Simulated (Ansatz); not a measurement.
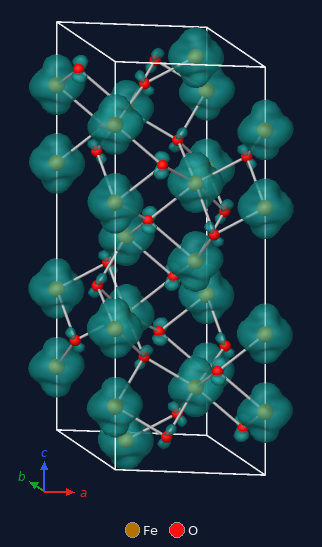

Figure. Fe2O3. Isosurfaces of the magnetisation density (up minus down) at +0.08 (teal) and −0.08 e/Å³ (pink), seen slightly off an axis. Sticks mark near contacts.

Space group R-3c; changed on purpose from its base cell (volume × 0.94, shape and atoms relaxed); computed pressure about 21 GPa in this cell; spin-polarised.

All numbers below come from Ansatz, DFT PBEsol, scalar-relativistic, plane waves, PAW.

```
CELL_PARAMETERS angstrom
4.59722 0.00000 0.00000
-2.29861 3.98131 0.00000
0.00000 0.00000 12.94510
ATOMIC_POSITIONS crystal
Fe 0.66667 0.33333 0.17841
Fe 0.33333 0.66667 0.51174
Fe 0.00000 0.00000 0.84507
Fe 0.33333 0.66667 0.32159
Fe 0.00000 0.00000 0.65493
Fe 0.66667 0.33333 0.98826
Fe 0.00000 0.00000 0.15493
Fe 0.66667 0.33333 0.48826
Fe 0.33333 0.66667 0.82159
Fe 0.33333 0.66667 0.01174
Fe 0.00000 0.00000 0.34507
Fe 0.66667 0.33333 0.67841
O 0.98290 0.33333 0.08333
O 0.64957 0.66667 0.41667
O 0.31624 0.00000 0.75000
O 0.66667 0.64957 0.08333
O 0.33333 0.98290 0.41667
O 0.00000 0.31624 0.75000
O 0.35043 0.01710 0.08333
O 0.01710 0.35043 0.41667
O 0.68376 0.68376 0.75000
O 0.68376 0.00000 0.25000
O 0.35043 0.33333 0.58333
O 0.01710 0.66667 0.91667
O 0.00000 0.68376 0.25000
O 0.66667 0.01710 0.58333
O 0.33333 0.35043 0.91667
O 0.31624 0.31624 0.25000
O 0.98290 0.64957 0.58333
O 0.64957 0.98290 0.91667
```

### Where is the spin, and how is it ordered?

The spin density sits on Fe: +0.8 μB (×12) in one cell of 30 atoms: parallel moments (a ferromagnetic arrangement) in this solution. The cell of the calculation (10 atoms) carries 4.0 μB of net spin moment. Only one sign reaches the isovalue.
